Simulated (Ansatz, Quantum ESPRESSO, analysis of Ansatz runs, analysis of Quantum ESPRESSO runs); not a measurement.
# Substitutional N in diamond: charge-transition level against experiment (Quantum ESPRESSO)

Aim: the charge-transition level of substitutional N in diamond, to be set beside the measurement. Set-up: PBE, GBRV 1.5 PBE, 64-site cell, PBE lattice, k: the zone centre alone then 2x2x2 shifted, started with the impurity moved along one bond, start relaxed with Ansatz. The model is a cell of 64 host atoms with 1 C taken out and 1 N put in. The level is the Fermi energy at which two charge states have equal formation energy, after a correction for the images of the charge. A local or semilocal functional is the cheapest first rung.

What was measured. (+1/0) level below the conduction-band bottom: 1.7 eV (quoted in “Hunting the elusive shallow n-type donor – An ab initio study of Li and N co-doped diamond”, 2021, S. Conejeros et al., quoting earlier work (1969)).

Main program and level: Quantum ESPRESSO 7.5; Quantum ESPRESSO plane-wave DFT, PBE, GBRV 1.5 PBE potentials; relaxation of all atoms of a defect supercell.

### Step 1. Set-up

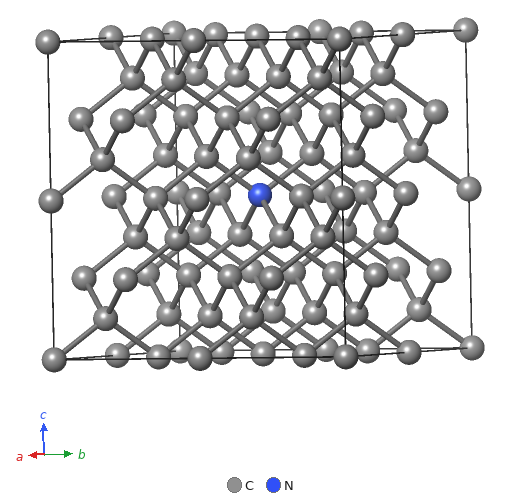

Start, viewed slightly off an axis; carbon grey, nitrogen blue. Bonds to atoms that aren't drawn are left out. Some periodic images of atoms are drawn too.

The cell holds 64 atoms: 63 C and 1 N. Cell: a = 7.142 Å, b = 7.142 Å, c = 7.142 Å, α = 90.0°, β = 90.0°, γ = 90.0°. It derives from C (space group Fd-3m). Nearest the centre at fractional (0.375, 0.375, 0.375): N8 at 0.00 Å, C4 at 1.56 Å, C42 at 1.56 Å, C27 at 1.56 Å, C49 at 1.56 Å, C5 at 2.52 Å, C15 at 2.52 Å, C7 at 2.52 Å. The cell carries charge +1.

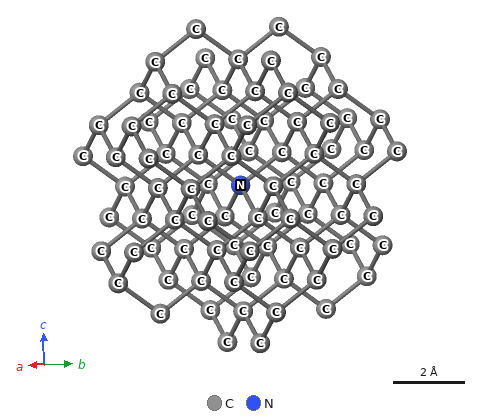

The atoms within 5 Å of the centre.

The host's primitive cell comes from a first run (Quantum ESPRESSO plane-wave DFT, PBE, GBRV 1.5 PBE potentials; relaxation of cell and atoms of a defect-free cell): vectors of 2.525, 2.525 and 2.525 Å. That is 5.69 Å³ an atom, 0.4 % over the diffraction cell's volume. The supercell is built on it.

This program's steps are dear, so the start below was first relaxed with Ansatz (plane-wave PAW DFT, PBE; 7.1 s).

### Step 2. Relaxation, charge +1

Every later number rests on the structure around the defect, so the atoms are relaxed at the host's lattice first.

pw.in reads:

```
&CONTROL
  calculation = 'relax'
  prefix = 'pwscf'
  outdir = './tmp'
  pseudo_dir = './pseudo'
  tprnfor = .true.
  disk_io = 'low'
  nstep = 70
  forc_conv_thr = 0.00078
  etot_conv_thr = 0.0001
/
&SYSTEM
  ibrav = 0
  nat = 64
  ntyp = 2
  ecutwfc = 45
  ecutrho = 360
  nbnd = 132
  occupations = 'smearing'
  smearing = 'fd'
  degauss = 0.00073499
  tot_charge = 1
  nosym = .true.
/
&ELECTRONS
  conv_thr = 6d-08
  electron_maxstep = 100
  mixing_beta = 0.5
/
&IONS
  ion_dynamics = 'bfgs'
/
ATOMIC_SPECIES
C     12.0110 c_pbe_v1.2.uspp.F.UPF
N     14.0070 n_pbe_v1.2.uspp.F.UPF
CELL_PARAMETERS angstrom
   7.1418068620    0.0000000000    0.0000000000
   0.0000000000    7.1418068620    0.0000000000
   0.0000000000    0.0000000000    7.1418068620
ATOMIC_POSITIONS crystal
C      0.0002341428    0.0007115834    0.2495841943
C      0.0002335534    0.2502071418    0.0000893338
C      0.2497279493    0.0007111529    0.0000888718
C      0.2490229493    0.2495006464    0.2488778872
C      0.1253236762    0.1258020940    0.3759643685
C      0.1253236891    0.3765865944    0.1251793640
C      0.3761080826    0.1258013424    0.1251785521
N      0.3751259866    0.3756055696    0.3749797783
C      0.0000416147    0.0005194210    0.7500698825
C     -0.0001456744    0.2505976628    0.4999915670
C      0.2501184707    0.0003322989    0.4999919164
C      0.2501213723    0.2505987973    0.7502574547
C      0.1250295436    0.1255077298    0.8750064089
C      0.1253278006    0.3746235279    0.6247858995
C      0.3741452334    0.1258057293    0.6247852783
C      0.3751294439    0.3756079510    0.8749828063
C     -0.0001449923    0.5006137631    0.2499749870
C      0.0000433873    0.7506907644   -0.0001017176
C      0.2501194691    0.5006140018   -0.0002903403
C      0.2501218077    0.7508800168    0.2499768149
C      0.1253278980    0.6254075352    0.3740023264
C      0.1250307039    0.8756278712    0.1248852428
C      0.3741467989    0.6254089883    0.1251819503
C      0.3751293263    0.8756077831    0.3749853817
C      0.0002371862    0.5010039726    0.7498757942
C      0.0002366600    0.7504980651    0.5003819015
C      0.2490269820    0.5017074583    0.5010852608
C      0.2497317855    0.7504976000    0.7498758533
C      0.1250316587    0.6257021369    0.8749585452
C      0.1250307112    0.8755802745    0.6250805839
C      0.3761124574    0.6254078158    0.6247853516
C      0.3751275399    0.8756060982    0.8749828907
C      0.5001359429    0.0003330421    0.2499743084
C      0.5001358042    0.2505978772   -0.0002910965
C      0.7502132454    0.0005208227   -0.0001019691
C      0.7504018799    0.2505992629    0.2499762708
C      0.6249289928    0.1258060051    0.3740023207
C      0.6249313503    0.3746248542    0.1251814513
C      0.8751501739    0.1255081516    0.1248851550
C      0.8751284627    0.3756078439    0.3749850790
C      0.5005255029    0.0007151307    0.7498758561
C      0.5012289080    0.2495057148    0.5010844479
C      0.7500200514    0.0007147014    0.5003820681
C      0.7500199580    0.2502099583    0.7498758173
C      0.6252244004    0.1255094788    0.8749588146
C      0.6249298496    0.3765909143    0.6247859205
C      0.8751027921    0.1255083829    0.6250804036
C      0.8751277267    0.3756070897    0.8749827769
C      0.5012312820    0.5017097010    0.2488801684
C      0.5005263947    0.7504995399    0.0000910153
C      0.7500217781    0.5010048922    0.0000909234
C      0.7500212244    0.7504989726    0.2495868278
C      0.6249309726    0.6254087723    0.3759673067
C      0.6252251691    0.8755826041    0.1248856953
C      0.8751046691    0.6257026952    0.1248857331
C      0.8751279090    0.8756061499    0.3749838353
C      0.5001373894    0.5006154764    0.7502581316
C      0.5001376015    0.7508816507    0.4999924011
C      0.7504036048    0.5006158686    0.4999931398
C      0.7502162192    0.7506946324    0.7500720115
C      0.6252268261    0.6257046365    0.8750093042
C      0.6252264460    0.8756329811    0.6250819843
C      0.8751546086    0.6257045488    0.6250819085
C      0.8751296743    0.8756073306    0.8749867289
K_POINTS gamma
```

Launch:

```
OMP_NUM_THREADS=1 mpirun -n 4 pw.x -in pw.in > pw.out
```

The log of the run:

```text
This program is part of the open-source Quantum ESPRESSO suite
     for quantum simulation of materials; please cite
         "P. Giannozzi et al., J. Phys.:Condens. Matter 21 395502 (2009);
         "P. Giannozzi et al., J. Phys.:Condens. Matter 29 465901 (2017);
         "P. Giannozzi et al., J. Chem. Phys. 152 154105 (2020);
          URL
     in publications or presentations arising from this work. More details at

     gamma-point specific algorithms are used

     Subspace diagonalization in iterative solution of the eigenvalue problem:
     a serial algorithm will be used

     --------------------
     sticks:   dense  smooth     PW     G-vecs:    dense   smooth      PW
     Min        1301     649    164                70809    25090    3132
     Max        1304     652    165                70812    25098    3137
     Sum        5209    2601    657               283241   100377   12533

     Using Slab Decomposition

     bravais-lattice index     =            0
     lattice parameter (alat)  =      13.4961  a.u.
     unit-cell volume          =    2458.2209 (a.u.)^3
     number of atoms/cell      =           64
     number of atomic types    =            2
     number of electrons       =       256.00
     number of Kohn-Sham states=          132
     kinetic-energy cutoff     =      45.0000  Ry
     charge density cutoff     =     360.0000  Ry
     scf convergence threshold =      6.0E-08
     mixing beta               =       0.5000
     number of iterations used =            8  plain     mixing
     energy convergence thresh.=      1.0E-04
     force convergence thresh. =      7.8E-04
     Exchange-correlation= SLA  PW   PBE  PBE
                           (   1   4   3   4   0   0   0)
     nstep                     =           70

     celldm(1)=  13.496059  celldm(2)=   0.000000  celldm(3)=   0.000000
     celldm(4)=   0.000000  celldm(5)=   0.000000  celldm(6)=   0.000000

     crystal axes: (cart. coord. in units of alat)
               a(1) = (   1.000000   0.000000   0.000000 )
               a(2) = (   0.000000   1.000000   0.000000 )
               a(3) = (   0.000000   0.000000   1.000000 )

     reciprocal axes: (cart. coord. in units 2 pi/alat)
               b(1) = (  1.000000  0.000000  0.000000 )
               b(2) = (  0.000000  1.000000  0.000000 )
               b(3) = (  0.000000  0.000000  1.000000 )

     PseudoPot. # 1 for C  read from file:
     c_pbe_v1.2.uspp.F.UPF
     Pseudo is Ultrasoft + core correction, Zval =  4.0
     Generated by new atomic code, or converted to UPF format
     Using radial grid of  721 points,  4 beta functions with:
                l(1) =   0
                l(2) =   0
                l(3) =   1
                l(4) =   1
     Q(r) pseudized with  8 coefficients,  rinner =    1.100   1.100   1.100

     PseudoPot. # 2 for N  read from file:
     n_pbe_v1.2.uspp.F.UPF
     Pseudo is Ultrasoft + core correction, Zval =  5.0
     Generated by new atomic code, or converted to UPF format
     Using radial grid of  729 points,  4 beta functions with:
                l(1) =   0
                l(2) =   0
                l(3) =   1
                l(4) =   1
     Q(r) pseudized with  8 coefficients,  rinner =    0.900   0.900   0.900

     atomic species   valence    mass     pseudopotential
     C                 4.00    12.01100     C ( 1.00)
     N                 5.00    14.00700     N ( 1.00)

     No symmetry found

   Cartesian axes

     site n.     atom                  positions (alat units)
         1        C      tau(   1) = (   0.0002341   0.0007116   0.2495842  )
         2        C      tau(   2) = (   0.0002336   0.2502071   0.0000893  )
         3        C      tau(   3) = (   0.2497279   0.0007112   0.0000889  )
         4        C      tau(   4) = (   0.2490229   0.2495006   0.2488779  )
         5        C      tau(   5) = (   0.1253237   0.1258021   0.3759644  )
         6        C      tau(   6) = (   0.1253237   0.3765866   0.1251794  )
         7        C      tau(   7) = (   0.3761081   0.1258013   0.1251786  )
         8        N      tau(   8) = (   0.3751260   0.3756056   0.3749798  )
         9        C      tau(   9) = (   0.0000416   0.0005194   0.7500699  )
        10        C      tau(  10) = (  -0.0001457   0.2505977   0.4999916  )
        11        C      tau(  11) = (   0.2501185   0.0003323   0.4999919  )
[...]
60        C      tau(  60) = (   0.7502162   0.7506946   0.7500720  )
        61        C      tau(  61) = (   0.6252268   0.6257046   0.8750093  )
        62        C      tau(  62) = (   0.6252264   0.8756330   0.6250820  )
        63        C      tau(  63) = (   0.8751546   0.6257045   0.6250819  )
        64        C      tau(  64) = (   0.8751297   0.8756073   0.8749867  )

     number of k points=     1  Fermi-Dirac smearing, width (Ry)=  0.0007
                       cart. coord. in units 2pi/alat
        k(    1) = (   0.0000000   0.0000000   0.0000000), wk =   2.0000000

     Dense  grid:   141621 G-vectors     FFT dimensions: (  81,  81,  81)

     Smooth grid:    50189 G-vectors     FFT dimensions: (  60,  60,  60)

     Initial potential from superposition of free atoms

     starting charge     256.9974, renormalised to     256.0000
[...]
iteration #  5     ecut=    45.00 Ry     beta= 0.50
     Davidson diagonalization with overlap
     ethr =  9.38E-07,  avg # of iterations = 11.0

     total energy              =    -743.93679092 Ry
     estimated scf accuracy    <       0.00107123 Ry

     iteration #  6     ecut=    45.00 Ry     beta= 0.50
     Davidson diagonalization with overlap
     ethr =  4.18E-07,  avg # of iterations =  3.0

     total energy              =    -743.93699642 Ry
     estimated scf accuracy    <       0.00004123 Ry

     iteration #  7     ecut=    45.00 Ry     beta= 0.50
     Davidson diagonalization with overlap
     ethr =  1.61E-08,  avg # of iterations =  3.0

     total energy              =    -743.93700431 Ry
     estimated scf accuracy    <       0.00001324 Ry

     iteration #  8     ecut=    45.00 Ry     beta= 0.50
     Davidson diagonalization with overlap
     ethr =  5.17E-09,  avg # of iterations =  2.0

     total energy              =    -743.93700728 Ry
     estimated scf accuracy    <       0.00000037 Ry

     iteration #  9     ecut=    45.00 Ry     beta= 0.50
     Davidson diagonalization with overlap
     ethr =  1.44E-10,  avg # of iterations =  3.0

     total energy              =    -743.93700748 Ry
     estimated scf accuracy    <       0.00000006 Ry

     iteration # 10     ecut=    45.00 Ry     beta= 0.50
     Davidson diagonalization with overlap
     ethr =  2.42E-11,  avg # of iterations =  3.0

     End of self-consistent calculation

          k = 0.0000 0.0000 0.0000 (  6267 PWs)   bands (ev):

    -8.6842  -7.2037  -5.8368  -5.8368  -5.8368  -5.7243  -5.7243  -4.6893
    -3.7628  -3.7628  -3.7628  -3.6219  -3.6219  -3.6219  -3.5644  -3.5644
    -3.5644  -3.5293  -3.5293  -2.4626  -2.3197  -2.3197  -2.3196  -0.5447
    -0.0846  -0.0846  -0.0846   0.1927   0.4976   0.4976   0.4976   0.5933
     0.5933   1.1064   1.2834   1.2834   1.2834   1.3849   1.3849   1.3849
     1.4601   1.4601   1.4619   1.4619   1.4619   4.0620   4.0620   4.0620
     4.2084   4.6469   4.6469   4.6469   4.6561   4.6561   4.6561   4.7070
     4.7070   4.8461   4.8461   4.8462   4.9937   4.9937   5.0727   5.0727
     5.0728   5.0881   5.0881   5.0881   5.1140   5.6539   5.6570   5.6570
     5.6570   5.7509   5.7509   5.7509   5.7635   5.7635   5.7954   5.7954
     5.7954   6.9628   6.9628   6.9628   7.0535   7.0535   7.0535   8.5031
     8.5031   8.5031   8.6485   8.8146   8.8146   9.0690   9.0690   9.0691
     9.1818   9.1818   9.1818   9.2300   9.2300   9.2300   9.2866   9.2866
     9.2866  10.0196  10.0196  10.0197  10.2488  10.2488  10.2488  10.2898
    10.2898  10.3687  10.4067  10.4067  10.4067  10.5704  10.5704  10.5993
    10.5993  10.5993  10.6200  10.6200  10.6200  13.2793  13.2793  13.2793
    16.7875  17.5042  17.5043  17.5043

     the Fermi energy is    14.3057 ev

!    total energy              =    -743.93700750 Ry
     estimated scf accuracy    <       0.00000002 Ry
     smearing contrib. (-TS)   =       0.00000000 Ry
     internal energy E=F+TS    =    -743.93700750 Ry

     The total energy is F=E-TS. E is the sum of the following terms:
     one-electron contribution =     252.44336857 Ry
     hartree contribution      =      64.29583499 Ry
     xc contribution           =    -236.56225548 Ry
     ewald contribution        =    -824.11395557 Ry

     convergence has been achieved in  10 iterations

     Forces acting on atoms (cartesian axes, Ry/au):

     atom    1 type  1   force =     0.00000061    0.00000838    0.00012351
     atom    2 type  1   force =     0.00000259    0.00012397    0.00000301
     atom    3 type  1   force =     0.00013143    0.00000939    0.00000775
     atom    4 type  1   force =     0.00032062    0.00032639    0.00032203
     atom    5 type  1   force =    -0.00012051   -0.00012165   -0.00011914
     atom    6 type  1   force =    -0.00011655   -0.00011739   -0.00012147
     atom    7 type  1   force =    -0.00011032   -0.00011112   -0.00011847
     atom    8 type  2   force =     0.00001381   -0.00000118    0.00001568
     atom    9 type  1   force =     0.00001384    0.00001580   -0.00001668
     atom   10 type  1   force =    -0.00002457   -0.00003041    0.00002886
[...]
atom   60 type  1   force =    -0.00001651   -0.00002123   -0.00002044
     atom   61 type  1   force =    -0.00000609    0.00000016   -0.00002019
     atom   62 type  1   force =    -0.00000505   -0.00002565   -0.00000161
     atom   63 type  1   force =    -0.00002117   -0.00000293   -0.00000133
     atom   64 type  1   force =    -0.00000764   -0.00000583   -0.00001689

     Total force =     0.001410     Total SCF correction =     0.000406
     SCF correction compared to forces is large: reduce conv_thr to get better values

     BFGS Geometry Optimization
     Energy error            =      2.0E-06 Ry
     Gradient error          =      3.3E-04 Ry/Bohr

     bfgs converged in   1 scf cycles and   0 bfgs steps
     (criteria: energy <  1.0E-04 Ry, force <  7.8E-04 Ry/Bohr)

     End of BFGS Geometry Optimization

     Final energy             =    -743.9370074962 Ry
Begin final coordinates

ATOMIC_POSITIONS (crystal)
C                0.0002341428        0.0007115834        0.2495841943
C                0.0002335534        0.2502071418        0.0000893338
C                0.2497279493        0.0007111529        0.0000888718
C                0.2490229493        0.2495006464        0.2488778872
C                0.1253236762        0.1258020940        0.3759643685
C                0.1253236891        0.3765865944        0.1251793640
C                0.3761080826        0.1258013424        0.1251785521
N                0.3751259866        0.3756055696        0.3749797783
C                0.0000416147        0.0005194210        0.7500698825
C               -0.0001456744        0.2505976628        0.4999915670
[...]
C                0.7502162192        0.7506946324        0.7500720115
C                0.6252268261        0.6257046365        0.8750093042
C                0.6252264460        0.8756329811        0.6250819843
C                0.8751546086        0.6257045488        0.6250819085
C                0.8751296743        0.8756073306        0.8749867289
End final coordinates

=------------------------------------------------------------------------------=
   JOB DONE.
=------------------------------------------------------------------------------=
```

The job ended after 8.4 s (4 MPI ranks of Arm Neoverse V2, shared host; peak memory 0.49 GiB).

No atom moved by 0.005 Å in the relaxation.

Neighbours of N8 at the end:

| atom | distance (Å) |
| --- | --- |
| C27 | 1.560 |
| C42 | 1.560 |
| C49 | 1.560 |
| C4 | 1.560 |
| C21 | 2.523 |
| C23 | 2.523 |
| C37 | 2.523 |
| C6 | 2.523 |
| C38 | 2.523 |
| C14 | 2.523 |
| C15 | 2.523 |
| C7 | 2.523 |
| C5 | 2.523 |
| C31 | 2.523 |
| C53 | 2.523 |
| C46 | 2.523 |

(Continued in part 2 of 4.)

[Logs are printed without paths, hosts, clocks, repeated set-up lines and the standing remarks that a program may print on its own settings, such as how far it seeks lower states.]

[Hosts, paths, dates, database ids (printed as entryN), source tags and the programs' standing remarks are cut or masked in the printed files.]

[For some hosts the program warned that the k-mesh of the response run may be too coarse for force constants and the static dielectric constant; such warnings are not shown here.]
